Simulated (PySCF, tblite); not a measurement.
# 1,3-Cyclopentadiene (C₅H₆): isotopologues and vibrational averages

Aim: rotational constants, zero-point energies and shieldings of isotopologues of 1,3-Cyclopentadiene (C₅H₆) (`C1=CCC=C1`).

Programs: PySCF 2.14.0 with density-fitted response routines of our own, and tblite 0.8.0. All values are computed, except where a source is named. Atoms count from 0 throughout.

## 1. The starting structure

11 atoms, charge 0, multiplicity 1; geometry from: force field or distance geometry start.

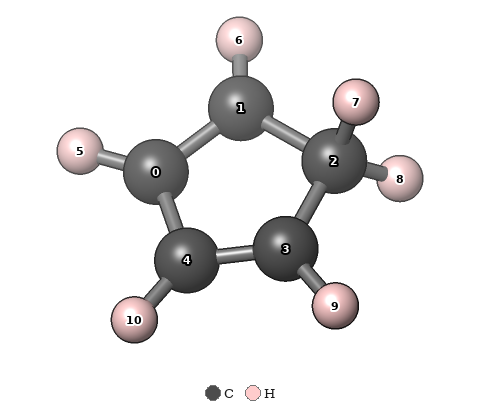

The starting geometry (carbon dark grey, hydrogen pink), atoms numbered.

## 2. GFN2-xTB relaxation, lowest of a short conformer search

Job settings and geometry (Å):

```
{"job": {"xc": "GFN2-xTB", "basis": "xTB", "kind": "relax"}, "charge": 0, "multiplicity": 1}
C      0.500900     1.155900    -0.224000
C     -0.828000     0.850500    -0.135200
C     -0.896400    -0.633700     0.171800
C      0.478700    -1.013900     0.122400
C      1.293300    -0.030600    -0.031000
H      0.800300     2.165900    -0.420700
H     -1.613300     1.560200    -0.190900
H     -1.405500    -1.022200    -0.717100
H     -1.445700    -0.859600     1.102000
H      0.771000    -2.078700     0.334100
H      2.366300    -0.083200    -0.115200
```

On the command line:

```console
$ OMP_NUM_THREADS=1 python ens_run.py task.json out
```

The driver reads the study from task.json and runs its stages one after another.

Log:

```text
step      E/eV     max force
  0    -372.78757    5.250
  1    -372.95952    3.472
  2    -373.10167    0.662
  3    -373.12711    0.496
  4    -373.15613    0.488
  5    -373.16629    0.283
  6    -373.17161    0.233
  7    -373.17761    0.302
  8    -373.18174    0.214
  9    -373.18347    0.093
 10    -373.18407    0.090
 11    -373.18452    0.081
 12    -373.18503    0.079
 13    -373.18540    0.050
 14    -373.18560    0.037
 15    -373.18573    0.037
 16    -373.18589    0.043
 17    -373.18609    0.050
 18    -373.18629    0.053
 19    -373.18649    0.039
 20    -373.18669    0.046
 21    -373.18686    0.047
 22    -373.18697    0.028
 23    -373.18703    0.018
 24    -373.18708    0.021
 25    -373.18712    0.026
 26    -373.18716    0.022
 27    -373.18719    0.013
 28    -373.18721    0.013
 29    -373.18723    0.010
 30    -373.18724    0.007
 31    -373.18724    0.004
```

It took 0.14 s on 1 thread of Arm Neoverse V1, shared host.

Relaxing gained 0.400 eV and moved the atoms by 0.07 Å on average (rms).

## 3. Tight optimisation and Hessian

Job settings and geometry (Å):

```
{"job": {"xc": "PBE0", "basis": "pcSseg-1", "grid": 2, "temperatures": [250, 300], "kind": "geom"}, "charge": 0, "multiplicity": 1}
C      0.493744     1.182337    -0.221758
C     -0.801635     0.858723    -0.120705
C     -0.929628    -0.608514     0.125304
C      0.493135    -1.061024     0.147005
C      1.297985    -0.010333    -0.055831
H      0.903318     2.161344    -0.397076
H     -1.648667     1.515626    -0.196763
H     -1.501194    -1.104669    -0.662178
H     -1.437716    -0.819745     1.068825
H      0.779582    -2.084727     0.304608
H      2.372773    -0.018336    -0.095285
```

Log:

```text
step   0  E = -5274.6321527 eV  max force = 0.45934
step   1  E = -5274.6540844 eV  max force = 0.09639
step   2  E = -5274.6543050 eV  max force = 0.00210
step   3  E = -5274.6543053 eV  max force = 0.00030
step   4  E = -5274.6543053 eV  max force = 0.00030
step   5  E = -5274.6543053 eV  max force = 0.00006
harmonic wavenumbers (cm-1): 342.0 528.1 685.7 724.9 814.1 814.6 912.3 942.9 967.7 968.6 980.1 1030.2 1109.4 1118.7 1130.4 1266.5 1325.9 1386.9 1415.2 1576.7 1659.9 3036.4 3071.9 3213.7 3223.6 3241.1 3247.6
```

Wall time 8.2 min (1 thread of Arm Neoverse V1, shared host); peak memory 0.62 GiB.

## 4. Displacements along the modes, parent

Job settings and geometry (Å):

```
{"job": {"xc": "PBE0", "basis": "pcSseg-1", "grid": 2, "temperatures": [250, 300], "kind": "vib", "mass_numbers": [12, 12, 12, 12, 12, 1, 1, 1, 1, 1, 1]}, "charge": 0, "multiplicity": 1}
C      0.491526     1.189082    -0.222825
C     -0.808960     0.863376    -0.120835
C     -0.926162    -0.606372     0.124875
C      0.494779    -1.069562     0.148187
C      1.303683    -0.015058    -0.055264
H      0.890737     2.183540    -0.401063
H     -1.655231     1.538356    -0.200143
H     -1.510060    -1.109626    -0.661485
H     -1.446160    -0.825459     1.070461
H      0.798407    -2.099569     0.306170
H      2.389139    -0.038026    -0.091933
```

Log:

```text
mode    cm-1    km/mol   phi_rrr   E(+)/cm-1  E(-)/cm-1
  1    341.97    11.50      -2.6      65.99      66.14
  2    528.14     0.00      -0.3      95.29      95.30
  3    685.69    87.86       0.5     124.68     124.65
  4    724.85     0.00      -0.3     132.80     132.77
  5    814.13     0.11       3.3     146.69     146.45
  6    814.63     7.11       1.0     146.70     146.62
  7    912.25    35.89       0.1     164.42     164.45
  8    942.91    14.08    -101.7     166.24     173.56
  9    967.68     0.02      -0.3     174.98     175.04
 10    968.55     0.00       0.3     175.41     175.39
 11    980.13    16.68       0.5     176.57     176.54
 12   1030.25     0.07     177.6     192.11     179.33
 13   1109.38     3.91       0.8     200.15     200.10
 14   1118.73     0.00       0.1     201.91     201.87
 15   1130.39     0.40      29.3     204.86     202.76
 16   1266.46     1.87      -0.3     228.15     228.31
 17   1325.94     2.11      -0.0     238.87     238.79
 18   1386.91    35.48      30.8     250.83     248.59
 19   1415.17     0.54     -39.4     253.46     256.29
 20   1576.67     2.08    -305.4     273.10     295.09
 21   1659.95     0.31      -0.6     299.02     299.06
 22   3036.43     3.36    1320.9     596.74     501.78
 23   3071.89     3.24      13.9     556.50     555.51
 24   3213.68     2.94      17.9     580.99     579.70
 25   3223.56     4.69    -288.9     571.26     592.04
 26   3241.14     8.39     -13.3     584.74     585.70
 27   3247.65     1.66     975.2     621.05     550.89
```

It took 9.5 min on 1 thread of Arm Neoverse V1, shared host; peak memory 0.54 GiB.

## 5. Displacements along the modes, 2H at atom 7

Changed since step 4:

```diff
@@ -1,2 +1,2 @@
-{"job": {"xc": "PBE0", "basis": "pcSseg-1", "grid": 2, "temperatures": [250, 300], "kind": "vib", "mass_numbers": [12, 12, 12, 12, 12, 1, 1, 1, 1, 1, 1]}, "charge": 0, "multiplicity": 1}
+{"job": {"xc": "PBE0", "basis": "pcSseg-1", "grid": 2, "temperatures": [250, 300], "kind": "vib", "mass_numbers": [12, 12, 12, 12, 12, 1, 1, 2, 1, 1, 1]}, "charge": 0, "multiplicity": 1}
 C      0.491526     1.189082    -0.222825
```

Log:

```text
mode    cm-1    km/mol   phi_rrr   E(+)/cm-1  E(-)/cm-1
  1    302.54     9.22      -0.4      57.83      57.88
  2    515.10     0.06       0.3      92.98      92.97
  3    670.09    65.10      -1.5     121.45     121.55
  4    710.77     0.69      -0.2     129.53     129.49
  5    799.46    12.72       0.3     144.09     144.09
  6    803.98     6.66       1.2     144.78     144.70
  7    831.76     0.05       0.1     149.75     149.74
  8    869.17    50.84      -8.2     156.37     156.93
  9    939.47    14.23     -96.1     165.79     172.72
 10    967.58     0.01       0.7     175.04     174.94
 11    968.80     0.36      -0.3     175.38     175.39
 12   1028.81     0.34    -180.2     178.99     191.95
 13   1044.76     7.88      -0.0     188.26     188.25
 14   1109.63     3.67      -0.8     200.13     200.18
 15   1125.58     1.59     -23.8     202.11     203.83
 16   1237.13    24.08      14.6     223.67     222.61
 17   1242.33     0.94       2.6     224.08     223.76
 18   1323.07     1.27      -0.1     238.39     238.30
 19   1411.75     5.78      63.2     256.58     252.03
 20   1575.03     3.12     309.6     294.94     272.66
 21   1658.61     0.19       0.6     298.82     298.78
 22   2242.80     1.59   -1223.2     362.90     450.76
 23   3054.60     3.22   -1947.6     485.71     625.47
 24   3213.68     2.95      17.9     580.98     579.70
 25   3223.54     4.63    -283.6     571.45     591.84
 26   3241.13     8.37      13.6     585.71     584.73
 27   3247.55     1.72    -975.5     550.86     621.04
```

Run time: 9.3 min. Hardware: 1 thread of Arm Neoverse V1, shared host; peak memory 0.63 GiB.

## 6. Vibrational averages by isotopologue

Job settings and geometry (Å):

```
{"job": {"xc": "PBE0", "basis": "pcSseg-1", "grid": 2, "temperatures": [250, 300], "kind": "iso"}, "charge": 0, "multiplicity": 1}
C      0.491526     1.189082    -0.222825
C     -0.808960     0.863376    -0.120835
C     -0.926162    -0.606372     0.124875
C      0.494779    -1.069562     0.148187
C      1.303683    -0.015058    -0.055264
H      0.890737     2.183540    -0.401063
H     -1.655231     1.538356    -0.200143
H     -1.510060    -1.109626    -0.661485
H     -1.446160    -0.825459     1.070461
H      0.798407    -2.099569     0.306170
H      2.389139    -0.038026    -0.091933
```

Log:

```text
parent
  Be/MHz 8522.318 8294.6 4315.026
  B0/MHz 8467.528 8236.16 4284.76
  ZPE/cm-1 20367.6
  <sigma>(0 K)/ppm 41.389 40.365 135.757 40.360 41.386 24.193 24.303 27.759 27.760 24.303 24.193
2H at atom 7
  Be/MHz 8197.868 7945.198 4186.747
  B0/MHz 8140.092 7893.529 4157.045
  ZPE/cm-1 19679.4
  <sigma>(0 K)/ppm 41.310 40.346 136.094 40.342 41.307 24.194 24.305 27.875 27.783 24.305 24.194
```

Run time: 27 min. Hardware: 1 thread of Arm Neoverse V1, shared host; peak memory 0.63 GiB. This counts the whole study up to here.

Rotational constants (MHz) at equilibrium and in the ground state:

| isotopologue | Be | B0 | zero-point change (cm⁻¹) |
| --- | --- | --- | --- |
| parent | 8522.3, 8294.6, 4315.0 | 8467.5, 8236.2, 4284.8 | 0.0 |
| 2H at atom 7 | 8197.9, 7945.2, 4186.7 | 8140.1, 7893.5, 4157.0 | -688.2 |

Shieldings of the first species (ppm): at equilibrium, the vibrational parts at 0 K, and the averages:

| atom | equilibrium | anharmonic | harmonic | 0 K | 250 K | 300 K |
| --- | --- | --- | --- | --- | --- | --- |
| C0 | 44.75 | -1.10 | -2.26 | 41.39 | 41.34 | 41.31 |
| C1 | 44.19 | -1.11 | -2.72 | 40.37 | 40.29 | 40.25 |
| C2 | 140.54 | -0.93 | -3.85 | 135.76 | 135.63 | 135.56 |
| C3 | 44.20 | -1.12 | -2.72 | 40.36 | 40.29 | 40.24 |
| C4 | 44.75 | -1.10 | -2.26 | 41.39 | 41.34 | 41.31 |
| H5 | 24.65 | -0.10 | -0.36 | 24.19 | 24.19 | 24.19 |
| H6 | 24.74 | -0.09 | -0.34 | 24.30 | 24.30 | 24.30 |
| H7 | 28.38 | -0.09 | -0.53 | 27.76 | 27.75 | 27.75 |
| H8 | 28.38 | -0.09 | -0.53 | 27.76 | 27.75 | 27.75 |
| H9 | 24.74 | -0.09 | -0.34 | 24.30 | 24.30 | 24.30 |
| H10 | 24.65 | -0.10 | -0.36 | 24.19 | 24.19 | 24.19 |

Isotope effects on the shieldings at 0 K (ppb; positive means more shielded):

| atom | 2H at atom 7 |
| --- | --- |
| C0 | -79 |
| C1 | -20 |
| C2 | 336 |
| C3 | -19 |
| C4 | -79 |
| H5 | 2 |
| H6 | 2 |
| H7 | 116 |
| H8 | 23 |
| H9 | 2 |
| H10 | 2 |

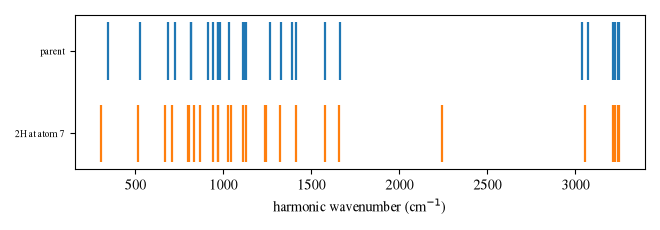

Harmonic wavenumbers of each isotopologue.

## 7. What came out

| quantity | value |
| --- | --- |
| point group | C2v |
| B0 of the first species | 8467.5, 8236.2, 4284.8 MHz |
| zero-point energy | 20368 cm⁻¹ |
| zero-point change of σ(C2) | -4.78 ppm |

Zero-point motion changes the shielding of C2 most, by -4.78 ppm. The largest secondary isotope effect is 336 ppb on C2, 1 bond from the change (2H at atom 7).
